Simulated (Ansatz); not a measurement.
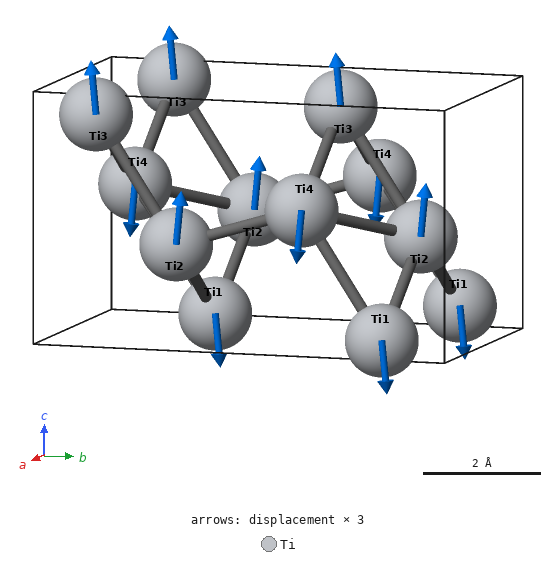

This is a relaxation of solid Ti (built on the alpha-gallium_64 type) (coarse preliminary run). The starting structure is drawn; blue arrows show the displacements (the part carried along by the change of the cell is left out), magnified 3 times.

The picture is a ball-and-stick view of the conventional cell (2 times the calculation's cell), seen slightly off an axis. Lengths and directions refer to the drawn axes.

Case: alpha-gallium type (Cmce, No. 64).

Method: DFT PBEsol, scalar-relativistic, plane waves, PAW (Ansatz). (plane-wave cutoff 420 eV; k-point mesh 4 × 4 × 4; occupations gaussian; smearing width 0.1 eV; no spin polarisation; cell and atoms relaxed; force threshold 0.04 eV/Å; at most 70 steps)

What happened in the run?

The largest moves relative to the cell, 0.32 Å, are those of Ti1, Ti2, Ti3 and Ti4. Ti3 goes along +c. The drawn cell changes as follows: a 4.389 → 3.691 Å (−15.9 %), b 7.438 → 9.654 Å (+29.8 %), c 4.395 → 3.994 Å (−9.1 %); the volume changes by −0.8 %. Some distances before and after: Ti1–Ti2 3.626 → 2.719 Å, Ti1–Ti3 2.371 → 2.882 Å, Ti1–Ti4 2.633 → 2.787 Å, Ti1–Ti2 (another image) 2.662 → 2.719 Å. New bonds form: Ti1–Ti2 (3.63 → 2.72 Å), Ti3–Ti4 (3.63 → 2.72 Å). The space group (tolerance 0.01 Å) goes from Cmce (No. 64) to Fmmm (No. 69). Over 13 accepted moves (16 points after the start) the energy falls by 3.575 eV per cell of the calculation. The largest force component goes from 0.34 to 0.023 eV/Å. Pressure: 5.44 GPa at the start and 0.23 GPa at the end. The line search rejected the trial step at point 6 of the run. The SCF was repeated twice at an unchanged geometry on a basis and grid sized afresh for the cell, which shifted the energy by 0.142 eV per cell of the calculation at most. The run took of the order of 50 core-seconds on a shared host.
